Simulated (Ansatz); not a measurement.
## Geometry relaxation, with input and output: BN (part 2 of 3)

Continued. System: BN (P6₃/mmc, 4 atoms in the cell). Method: DFT PBE, scalar-relativistic, plane waves, PAW, no spin polarisation (Ansatz 0.2.0); cutoff 420 eV, 12×12×4 k-mesh, Gaussian smearing of 0.02 eV. The structure derives from a Materials Project entry.

Geometry of the input (Å; fractional positions):
```
2.5124  0.0000  0.0000
-1.2562  2.1758  0.0000
0.0000  0.0000  7.7073
B  0.3333  0.6667  0.2500
B  0.6667  0.3333  0.7500
N  0.3333  0.6667  0.7500
N  0.6667  0.3333  0.2500
```

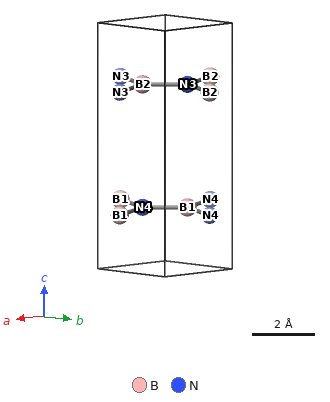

The geometry at step 10 of the log (ball-and-stick view of the cell of the calculation, seen at an oblique angle; neighbours outside the cell are drawn fainter; atoms are numbered from 1 in the order of the input).

### Log, continued
```
SCF iter   1: F=—  HF=-1084.857147 eV  |F-HF|=—  |Δ(HF+E_count)|=         —  Δρ=2.61e-4  dr2=5.07e-5  ethr=4.27e-7  ⟨swp⟩=2.1  Hψ=5053  notcnv=0
preconditioner: auto → none  [insulator: Δε(μ)=4.492 eV  Ē_g=15.421 eV  σ=0.020 eV  W_gap=1.00  n_scr=4 (ndim 8)  ℏωp=22.5 eV  f_vac=0.196  D(μ)=0.00/eV (n_scr^D=0)  ε∞_Penn≈3.1]
SCF iter   2: F=—  HF=-1084.857155 eV  |F-HF|=—  |Δ(HF+E_count)|=   8.54e-6  Δρ=1.44e-4  dr2=6.70e-6  ethr=3.17e-7  ⟨swp⟩=2.0  Hψ=1076  notcnv=0
SCF iter   3: F=—  HF=-1084.857156 eV  |F-HF|=—  |Δ(HF+E_count)|=   8.80e-7  Δρ=4.67e-5  dr2=1.03e-6  ethr=4.19e-8  ⟨swp⟩=2.4  Hψ=1154  notcnv=0
SCF iter   4: F=—  HF=-1084.857156 eV  |F-HF|=—  |Δ(HF+E_count)|=   1.70e-7  Δρ=1.31e-5  dr2=3.47e-8  ethr=6.45e-9  ⟨swp⟩=3.0  Hψ=1176  notcnv=0
SCF iter   5: F=—  HF=-1084.857156 eV  |F-HF|=—  |Δ(HF+E_count)|=   3.98e-8  Δρ=9.23e-7  dr2=2.18e-10  ethr=2.17e-10  ⟨swp⟩=2.8  Hψ=1151  notcnv=0
SCF iter   6: F=-1084.857156 eV  HF=-1084.857156 eV  |F-HF|=2.27e-13  |Δ(HF+E_count)|=  9.87e-11  Δρ=1.29e-7  dr2=4.93e-12  ethr=1.00e-12  ⟨swp⟩=4.8  Hψ=2455  notcnv=0
SCF 6 converged in 6 iterations: F = -1084.857156 eV  dr2 = 4.93e-12
relax step   6: F+E_penalty+E_count = -1084.85715627 eV  Δ(F+E_penalty+E_count) = +3.294e-4 eV  max|allowed force component| = 7.910e-16 eV/Å  Δτ_max = 0.0000 Å  P = +0.007 GPa  Ω = 43.718 Å³  energy of the carried Pulay correction = -2.325e-3 eV  (6 SCF iters, accepted)
iter 1 solved again at ethr=4.36e-8 eV; its pass at ethr=3.10e-3 eV (dr2=6.98e-6 eV) is discarded
SCF iter   1: F=—  HF=-1084.859879 eV  |F-HF|=—  |Δ(HF+E_count)|=         —  Δρ=1.24e-4  dr2=8.77e-7  ethr=4.36e-8  ⟨swp⟩=3.4  Hψ=6382  notcnv=0
preconditioner: auto → none  [insulator: Δε(μ)=4.497 eV  Ē_g=15.424 eV  σ=0.020 eV  W_gap=1.00  n_scr=4 (ndim 8)  ℏωp=22.5 eV  f_vac=0.195  D(μ)=0.00/eV (n_scr^D=0)  ε∞_Penn≈3.1]
SCF iter   2: F=—  HF=-1084.859910 eV  |F-HF|=—  |Δ(HF+E_count)|=   3.09e-5  Δρ=6.13e-5  dr2=2.23e-7  ethr=5.48e-9  ⟨swp⟩=2.0  Hψ=1200  notcnv=0
SCF iter   3: F=—  HF=-1084.859913 eV  |F-HF|=—  |Δ(HF+E_count)|=   3.28e-6  Δρ=2.04e-5  dr2=6.53e-8  ethr=1.39e-9  ⟨swp⟩=2.0  Hψ=1126  notcnv=0
SCF iter   4: F=—  HF=-1084.859913 eV  |F-HF|=—  |Δ(HF+E_count)|=   2.28e-7  Δρ=2.27e-6  dr2=5.90e-10  ethr=4.08e-10  ⟨swp⟩=2.0  Hψ=1140  notcnv=0
SCF iter   5: F=-1084.859913 eV  HF=-1084.859913 eV  |F-HF|=6.03e-11  |Δ(HF+E_count)|=   2.51e-9  Δρ=3.14e-7  dr2=1.19e-11  ethr=1.00e-12  ⟨swp⟩=3.2  Hψ=2867  notcnv=0
SCF 7 converged in 5 iterations: F = -1084.859913 eV  dr2 = 1.19e-11
relax step   7: F+E_penalty+E_count = -1084.85991325 eV  Δ(F+E_penalty+E_count) = -2.757e-3 eV  max|allowed force component| = 6.696e-16 eV/Å  Δτ_max = 0.0000 Å  P = +0.099 GPa  Ω = 43.718 Å³  stress off target by 1.76e-1 GPa  SCF on the basis re-selected at this cell (its energy is not comparable with the rows above)  (5 SCF iters)
basis re-selected at this cell: Δ(F+E_penalty+E_count) = -2.757e-3 eV, ΔP = +0.092 GPa vs the last step (what re-selecting the basis moved, of the pressure what is left beyond the Pulay correction that the steps carried, after the strain that the cell walked since its last selection, with what the two solves' SCF thresholds leave and, on support functions, any second-order correction that the steps lacked; it is no measure of the basis error at this ecutwfc). This SCF's stress stands 1.76e-1 GPa from its target on what of the cell is left free (relax.cell.stress_tol is 5.00e-2 GPa) and its largest allowed force component is 6.70e-16 eV/Å (relax.f_tol is 5.00e-3 eV/Å): not within both, so this SCF does not close the relaxation
Crystal: 4 atoms, lattice volume = 44.188 Å³
iter 1 solved again at ethr=6.68e-6 eV; its pass at ethr=3.10e-3 eV (dr2=1.07e-3 eV) is discarded
SCF iter   1: F=—  HF=-1084.858824 eV  |F-HF|=—  |Δ(HF+E_count)|=         —  Δρ=1.21e-3  dr2=1.12e-3  ethr=6.68e-6  ⟨swp⟩=2.0  Hψ=5450  notcnv=0
preconditioner: auto → none  [insulator: Δε(μ)=4.446 eV  Ē_g=15.389 eV  σ=0.020 eV  W_gap=1.00  n_scr=4 (ndim 8)  ℏωp=22.3 eV  f_vac=0.208  D(μ)=0.00/eV (n_scr^D=0)  ε∞_Penn≈3.1]
SCF iter   2: F=—  HF=-1084.858572 eV  |F-HF|=—  |Δ(HF+E_count)|=   2.52e-4  Δρ=6.71e-4  dr2=1.46e-4  ethr=6.68e-6  ⟨swp⟩=2.1  Hψ=1214  notcnv=0
SCF iter   3: F=—  HF=-1084.858565 eV  |F-HF|=—  |Δ(HF+E_count)|=   7.17e-6  Δρ=2.18e-4  dr2=2.25e-5  ethr=9.11e-7  ⟨swp⟩=2.4  Hψ=1157  notcnv=0
SCF iter   4: F=—  HF=-1084.858616 eV  |F-HF|=—  |Δ(HF+E_count)|=   5.12e-5  Δρ=6.08e-5  dr2=7.56e-7  ethr=1.41e-7  ⟨swp⟩=2.8  Hψ=1217  notcnv=0
SCF iter   5: F=-1084.858617 eV  HF=-1084.858617 eV  |F-HF|=6.57e-11  |Δ(HF+E_count)|=   8.55e-7  Δρ=4.36e-6  dr2=5.00e-9  ethr=4.83e-10  ⟨swp⟩=6.5  Hψ=3505  notcnv=0
SCF 8 converged in 5 iterations: F = -1084.858617 eV  dr2 = 5.00e-9
relax step   8: F+E_penalty+E_count = -1084.85861661 eV  Δ(F+E_penalty+E_count) = +1.297e-3 eV  max|allowed force component| = 1.515e-16 eV/Å  Δτ_max = 0.0000 Å  P = +0.024 GPa  Ω = 44.188 Å³  energy of the carried Pulay correction = -1.632e-3 eV  (5 SCF iters, dr2 threshold 7.72e-8 eV, accepted)
Crystal: 4 atoms, lattice volume = 44.386 Å³
Basis set: ecut = 420 eV, 873 PW (Γ), exchange–correlation on 36×36×108 points (8 copies of the dense FFT grid, shifted against one another)
iter 1 solved again at ethr=1.65e-6 eV; its pass at ethr=3.10e-3 eV (dr2=2.64e-4 eV) is discarded
SCF iter   1: F=—  HF=-1084.857924 eV  |F-HF|=—  |Δ(HF+E_count)|=         —  Δρ=5.02e-4  dr2=1.93e-4  ethr=1.65e-6  ⟨swp⟩=2.0  Hψ=5127  notcnv=0
preconditioner: auto → none  [insulator: Δε(μ)=4.449 eV  Ē_g=15.390 eV  σ=0.020 eV  W_gap=1.00  n_scr=4 (ndim 8)  ℏωp=22.3 eV  f_vac=0.209  D(μ)=0.00/eV (n_scr^D=0)  ε∞_Penn≈3.1]
SCF iter   2: F=—  HF=-1084.857880 eV  |F-HF|=—  |Δ(HF+E_count)|=   4.37e-5  Δρ=2.80e-4  dr2=2.56e-5  ethr=1.21e-6  ⟨swp⟩=2.1  Hψ=1035  notcnv=0
SCF iter   3: F=—  HF=-1084.857936 eV  |F-HF|=—  |Δ(HF+E_count)|=   5.60e-5  Δρ=9.10e-5  dr2=4.00e-6  ethr=1.60e-7  ⟨swp⟩=2.0  Hψ=1195  notcnv=0
SCF iter   4: F=—  HF=-1084.857936 eV  |F-HF|=—  |Δ(HF+E_count)|=   3.05e-7  Δρ=2.57e-5  dr2=1.34e-7  ethr=2.50e-8  ⟨swp⟩=2.9  Hψ=1168  notcnv=0
SCF iter   5: F=-1084.857936 eV  HF=-1084.857936 eV  |F-HF|=1.22e-10  |Δ(HF+E_count)|=   1.47e-7  Δρ=1.56e-6  dr2=6.07e-10  ethr=4.27e-11  ⟨swp⟩=3.2  Hψ=3036  notcnv=0
SCF 9 converged in 5 iterations: F = -1084.857936 eV  dr2 = 6.07e-10
relax step   9: F+E_penalty+E_count = -1084.85793598 eV  Δ(F+E_penalty+E_count) = +6.806e-4 eV  max|allowed force component| = 2.845e-16 eV/Å  Δτ_max = 0.0000 Å  P = -0.003 GPa  Ω = 44.386 Å³  energy of the carried Pulay correction = -2.343e-3 eV  (5 SCF iters, dr2 threshold 6.83e-9 eV, accepted)
Basis set: ecut = 420 eV, 873 PW (Γ), exchange–correlation on 36×36×120 points (8 copies of the dense FFT grid, shifted against one another)
iter 1 solved again at ethr=3.16e-8 eV; its pass at ethr=3.10e-3 eV (dr2=5.06e-6 eV) is discarded
SCF iter   1: F=—  HF=-1084.860397 eV  |F-HF|=—  |Δ(HF+E_count)|=         —  Δρ=1.12e-4  dr2=7.27e-7  ethr=3.16e-8  ⟨swp⟩=3.5  Hψ=6468  notcnv=0
preconditioner: auto → none  [insulator: Δε(μ)=4.459 eV  Ē_g=15.396 eV  σ=0.020 eV  W_gap=1.00  n_scr=4 (ndim 8)  ℏωp=22.3 eV  f_vac=0.211  D(μ)=0.00/eV (n_scr^D=0)  ε∞_Penn≈3.1]
SCF iter   2: F=—  HF=-1084.860426 eV  |F-HF|=—  |Δ(HF+E_count)|=   2.83e-5  Δρ=5.53e-5  dr2=1.83e-7  ethr=4.54e-9  ⟨swp⟩=2.0  Hψ=1135  notcnv=0
SCF iter   3: F=—  HF=-1084.860427 eV  |F-HF|=—  |Δ(HF+E_count)|=   1.87e-6  Δρ=1.88e-5  dr2=5.41e-8  ethr=1.14e-9  ⟨swp⟩=2.0  Hψ=1130  notcnv=0
SCF iter   4: F=—  HF=-1084.860428 eV  |F-HF|=—  |Δ(HF+E_count)|=   1.42e-7  Δρ=2.06e-6  dr2=5.03e-10  ethr=3.38e-10  ⟨swp⟩=2.0  Hψ=1140  notcnv=0
SCF iter   5: F=-1084.860428 eV  HF=-1084.860428 eV  |F-HF|=2.16e-11  |Δ(HF+E_count)|=   1.79e-9  Δρ=1.96e-7  dr2=4.62e-12  ethr=1.00e-12  ⟨swp⟩=3.1  Hψ=2904  notcnv=0
SCF 10 converged in 5 iterations: F = -1084.860428 eV  dr2 = 4.62e-12
relax step  10: F+E_penalty+E_count = -1084.86042753 eV  Δ(F+E_penalty+E_count) = -2.492e-3 eV  max|allowed force component| = 1.816e-16 eV/Å  Δτ_max = 0.0000 Å  P = +0.039 GPa  Ω = 44.386 Å³  stress off target by 1.19e-1 GPa  SCF on the basis re-selected at this cell (its energy is not comparable with the rows above)  (5 SCF iters)
basis re-selected at this cell: Δ(F+E_penalty+E_count) = -2.492e-3 eV, ΔP = +0.042 GPa vs the last step (what re-selecting the basis moved, of the pressure what is left beyond the Pulay correction that the steps carried, after the strain that the cell walked since its last selection, with what the two solves' SCF thresholds leave and, on support functions, any second-order correction that the steps lacked; it is no measure of the basis error at this ecutwfc). The dense FFT grid was sized anew with the basis: this SCF ran on 18×18×60 points, the steps before it on 18×18×54, so part of this shift can come from that change (see relax.cell in the input reference). This SCF's stress stands 1.19e-1 GPa from its target on what of the cell is left free (relax.cell.stress_tol is 5.00e-2 GPa) and its largest allowed force component is 1.82e-16 eV/Å (relax.f_tol is 5.00e-3 eV/Å): not within both, so this SCF does not close the relaxation
Crystal: 4 atoms, lattice volume = 44.678 Å³
Basis set: ecut = 420 eV, 885 PW (Γ), exchange–correlation on 36×36×120 points (8 copies of the dense FFT grid, shifted against one another)
iter 1 solved again at ethr=3.54e-6 eV; its pass at ethr=3.10e-3 eV (dr2=5.67e-4 eV) is discarded
SCF iter   1: F=—  HF=-1084.859652 eV  |F-HF|=—  |Δ(HF+E_count)|=         —  Δρ=7.32e-4  dr2=4.16e-4  ethr=3.54e-6  ⟨swp⟩=2.1  Hψ=5122  notcnv=0
preconditioner: auto → none  [insulator: Δε(μ)=4.428 eV  Ē_g=15.374 eV  σ=0.020 eV  W_gap=1.00  n_scr=4 (ndim 8)  ℏωp=22.2 eV  f_vac=0.219  D(μ)=0.00/eV (n_scr^D=0)  ε∞_Penn≈3.1]
SCF iter   2: F=—  HF=-1084.859557 eV  |F-HF|=—  |Δ(HF+E_count)|=   9.55e-5  Δρ=4.08e-4  dr2=5.46e-5  ethr=2.60e-6  ⟨swp⟩=2.1  Hψ=1083  notcnv=0
SCF iter   3: F=—  HF=-1084.859577 eV  |F-HF|=—  |Δ(HF+E_count)|=   2.07e-5  Δρ=1.32e-4  dr2=8.41e-6  ethr=3.41e-7  ⟨swp⟩=2.3  Hψ=1118  notcnv=0
SCF iter   4: F=—  HF=-1084.859581 eV  |F-HF|=—  |Δ(HF+E_count)|=   3.99e-6  Δρ=3.67e-5  dr2=2.78e-7  ethr=5.26e-8  ⟨swp⟩=3.0  Hψ=1176  notcnv=0
SCF iter   5: F=-1084.859581 eV  HF=-1084.859581 eV  |F-HF|=8.73e-11  |Δ(HF+E_count)|=   3.08e-7  Δρ=2.80e-6  dr2=2.01e-9  ethr=2.20e-10  ⟨swp⟩=6.0  Hψ=3416  notcnv=0
SCF 11 converged in 5 iterations: F = -1084.859581 eV  dr2 = 2.01e-9
relax step  11: F+E_penalty+E_count = -1084.85958147 eV  Δ(F+E_penalty+E_count) = +8.461e-4 eV  max|allowed force component| = 5.782e-16 eV/Å  Δτ_max = 0.0000 Å  P = +0.022 GPa  Ω = 44.678 Å³  energy of the carried Pulay correction = -1.006e-3 eV  (5 SCF iters, dr2 threshold 3.51e-8 eV, accepted)
Crystal: 4 atoms, lattice volume = 44.939 Å³
iter 1 solved again at ethr=2.82e-6 eV; its pass at ethr=3.10e-3 eV (dr2=4.51e-4 eV) is discarded
SCF iter   1: F=—  HF=-1084.858746 eV  |F-HF|=—  |Δ(HF+E_count)|=         —  Δρ=6.49e-4  dr2=3.30e-4  ethr=2.82e-6  ⟨swp⟩=2.1  Hψ=5120  notcnv=0
preconditioner: auto → none  [insulator: Δε(μ)=4.416 eV  Ē_g=15.364 eV  σ=0.020 eV  W_gap=1.00  n_scr=6 (ndim 8)  ℏωp=22.2 eV  f_vac=0.221  D(μ)=0.00/eV (n_scr^D=0)  ε∞_Penn≈3.1]
SCF iter   2: F=—  HF=-1084.858670 eV  |F-HF|=—  |Δ(HF+E_count)|=   7.65e-5  Δρ=3.63e-4  dr2=4.34e-5  ethr=2.06e-6  ⟨swp⟩=2.1  Hψ=1048  notcnv=0
SCF iter   3: F=—  HF=-1084.858691 eV  |F-HF|=—  |Δ(HF+E_count)|=   2.14e-5  Δρ=1.17e-4  dr2=6.68e-6  ethr=2.71e-7  ⟨swp⟩=2.3  Hψ=1127  notcnv=0
SCF iter   4: F=—  HF=-1084.858692 eV  |F-HF|=—  |Δ(HF+E_count)|=   8.90e-7  Δρ=3.29e-5  dr2=2.24e-7  ethr=4.18e-8  ⟨swp⟩=3.0  Hψ=1177  notcnv=0
SCF iter   5: F=-1084.858692 eV  HF=-1084.858692 eV  |F-HF|=8.12e-11  |Δ(HF+E_count)|=   2.47e-7  Δρ=2.48e-6  dr2=1.61e-9  ethr=4.87e-11  ⟨swp⟩=3.5  Hψ=3336  notcnv=0
SCF 12 converged in 5 iterations: F = -1084.858692 eV  dr2 = 1.61e-9
relax step  12: F+E_penalty+E_count = -1084.85869212 eV  Δ(F+E_penalty+E_count) = +8.893e-4 eV  max|allowed force component| = 6.106e-16 eV/Å  Δτ_max = 0.0000 Å  P = +0.001 GPa  Ω = 44.939 Å³  energy of the carried Pulay correction = -1.939e-3 eV  (5 SCF iters, dr2 threshold 7.78e-9 eV, accepted)
iter 1 solved again at ethr=1.98e-8 eV; its pass at ethr=3.10e-3 eV (dr2=3.17e-6 eV) is discarded
SCF iter   1: F=—  HF=-1084.860809 eV  |F-HF|=—  |Δ(HF+E_count)|=         —  Δρ=9.52e-5  dr2=5.45e-7  ethr=1.98e-8  ⟨swp⟩=3.5  Hψ=6492  notcnv=0
preconditioner: auto → none  [insulator: Δε(μ)=4.431 eV  Ē_g=15.373 eV  σ=0.020 eV  W_gap=1.00  n_scr=6 (ndim 8)  ℏωp=22.2 eV  f_vac=0.221  D(μ)=0.00/eV (n_scr^D=0)  ε∞_Penn≈3.1]
SCF iter   2: F=—  HF=-1084.860838 eV  |F-HF|=—  |Δ(HF+E_count)|=   2.86e-5  Δρ=4.65e-5  dr2=1.34e-7  ethr=3.40e-9  ⟨swp⟩=2.0  Hψ=1140  notcnv=0
SCF iter   3: F=—  HF=-1084.860839 eV  |F-HF|=—  |Δ(HF+E_count)|=   1.11e-6  Δρ=1.60e-5  dr2=3.81e-8  ethr=8.37e-10  ⟨swp⟩=2.0  Hψ=1120  notcnv=0
SCF iter   4: F=—  HF=-1084.860839 eV  |F-HF|=—  |Δ(HF+E_count)|=   8.84e-8  Δρ=1.79e-6  dr2=3.71e-10  ethr=2.38e-10  ⟨swp⟩=2.0  Hψ=1140  notcnv=0
SCF iter   5: F=-1084.860839 eV  HF=-1084.860839 eV  |F-HF|=1.32e-11  |Δ(HF+E_count)|=   1.27e-9  Δρ=1.59e-7  dr2=3.74e-12  ethr=1.00e-12  ⟨swp⟩=5.0  Hψ=2496  notcnv=0
SCF 13 converged in 5 iterations: F = -1084.860839 eV  dr2 = 3.74e-12
relax step  13: F+E_penalty+E_count = -1084.86083896 eV  Δ(F+E_penalty+E_count) = -2.147e-3 eV  max|allowed force component| = 3.007e-16 eV/Å  Δτ_max = 0.0000 Å  P = +0.021 GPa  Ω = 44.939 Å³  stress off target by 8.03e-2 GPa  SCF on the basis re-selected at this cell (its energy is not comparable with the rows above)  (5 SCF iters)
basis re-selected at this cell: Δ(F+E_penalty+E_count) = -2.147e-3 eV, ΔP = +0.020 GPa vs the last step (what re-selecting the basis moved, of the pressure what is left beyond the Pulay correction that the steps carried, after the strain that the cell walked since its last selection, with what the two solves' SCF thresholds leave and, on support functions, any second-order correction that the steps lacked; it is no measure of the basis error at this ecutwfc). This SCF's stress stands 8.03e-2 GPa from its target on what of the cell is left free (relax.cell.stress_tol is 5.00e-2 GPa) and its largest allowed force component is 3.01e-16 eV/Å (relax.f_tol is 5.00e-3 eV/Å): not within both, so this SCF does not close the relaxation
Crystal: 4 atoms, lattice volume = 45.296 Å³
iter 1 solved again at ethr=5.34e-6 eV; its pass at ethr=3.10e-3 eV (dr2=8.54e-4 eV) is discarded
SCF iter   1: F=—  HF=-1084.859847 eV  |F-HF|=—  |Δ(HF+E_count)|=         —  Δρ=8.81e-4  dr2=6.18e-4  ethr=5.34e-6  ⟨swp⟩=2.1  Hψ=5166  notcnv=0
preconditioner: auto → none  [insulator: Δε(μ)=4.392 eV  Ē_g=15.346 eV  σ=0.020 eV  W_gap=1.00  n_scr=6 (ndim 8)  ℏωp=22.1 eV  f_vac=0.229  D(μ)=0.00/eV (n_scr^D=0)  ε∞_Penn≈3.1]
SCF iter   2: F=—  HF=-1084.859701 eV  |F-HF|=—  |Δ(HF+E_count)|=   1.46e-4  Δρ=4.94e-4  dr2=8.13e-5  ethr=3.86e-6  ⟨swp⟩=2.0  Hψ=1140  notcnv=0
SCF iter   3: F=—  HF=-1084.859720 eV  |F-HF|=—  |Δ(HF+E_count)|=   1.90e-5  Δρ=1.59e-4  dr2=1.24e-5  ethr=5.08e-7  ⟨swp⟩=2.3  Hψ=1154  notcnv=0
SCF iter   4: F=—  HF=-1084.859722 eV  |F-HF|=—  |Δ(HF+E_count)|=   1.11e-6  Δρ=4.47e-5  dr2=4.20e-7  ethr=7.76e-8  ⟨swp⟩=3.0  Hψ=1177  notcnv=0
SCF iter   5: F=-1084.859722 eV  HF=-1084.859722 eV  |F-HF|=4.53e-10  |Δ(HF+E_count)|=   4.51e-7  Δρ=3.53e-6  dr2=3.36e-9  ethr=1.01e-10  ⟨swp⟩=3.4  Hψ=3214  notcnv=0
SCF 14 converged in 5 iterations: F = -1084.859722 eV  dr2 = 3.36e-9
relax step  14: F+E_penalty+E_count = -1084.85972200 eV  Δ(F+E_penalty+E_count) = +1.117e-3 eV  max|allowed force component| = 5.204e-16 eV/Å  Δτ_max = 0.0000 Å  P = +0.000 GPa  Ω = 45.296 Å³  energy of the carried Pulay correction = -1.217e-3 eV  (5 SCF iters, dr2 threshold 1.61e-8 eV, accepted)
iter 1 solved again at ethr=1.73e-8 eV; its pass at ethr=3.10e-3 eV (dr2=2.77e-6 eV) is discarded
```
